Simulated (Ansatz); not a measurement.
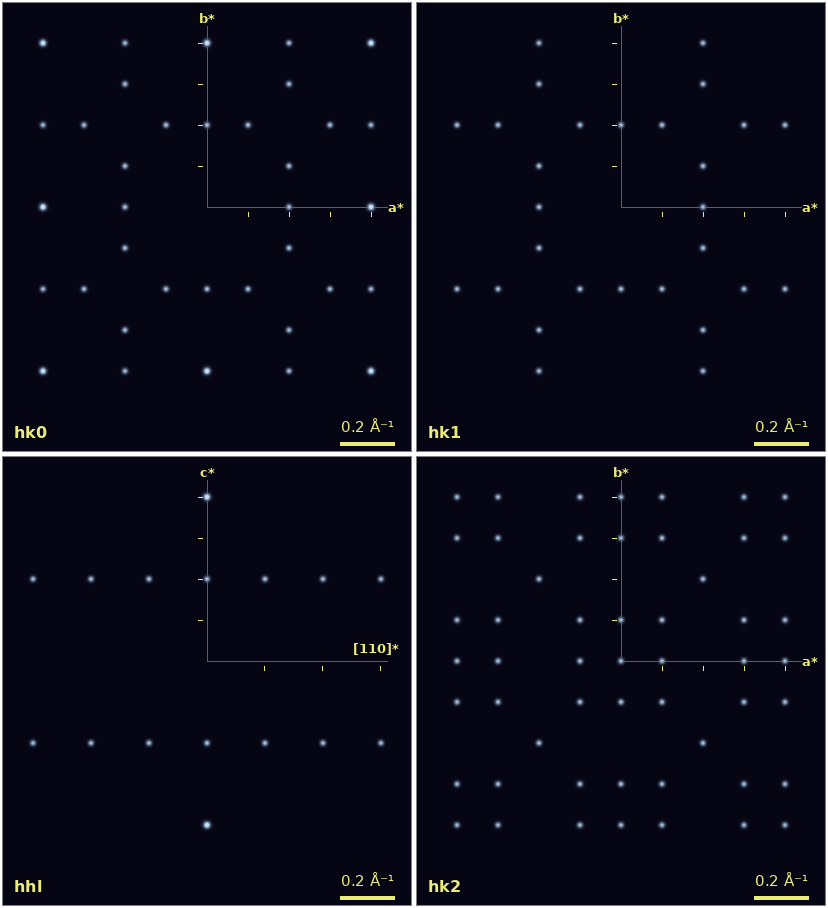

Four undistorted layers of reciprocal space, calculated for a single crystal (neutrons, kinematic |F|², B = 0.5 Å²). Tick marks count the reciprocal lattice steps of the conventional cell along each axis.

### What cell do the layers give?

a* = 0.152, b* = 0.152, c* = 0.152 Å⁻¹; the cell is cubic with a = 6.58 Å.

### List the systematic absences.

Reflections are present only under these conditions. hkl: no condition; hk0: no condition; hhl: l = 2n; h00: h = 2n. The lattice is primitive (P). Further gaps, such as 0 4 1, 4 0 1, 1 4 0, come from atoms on special positions, not from the group's general conditions. A few very weak reflections are below the display threshold.

### Which space groups fit?

The intensities have Laue symmetry m-3m (the hk0 layer shows 4mm, hk1 shows 4mm). With these conditions the candidates are P-43n (No. 218), Pm-3n (No. 223). Diffraction geometry alone does not choose among them; the structure has Pm-3n. The compound is Yb. Structure: the geometry relaxed with Ansatz 0.2.0, DFT, r2SCAN, plane waves (500 eV) with PAW, scalar-relativistic; the starting structure was generated, so it need not be a known form of this composition.
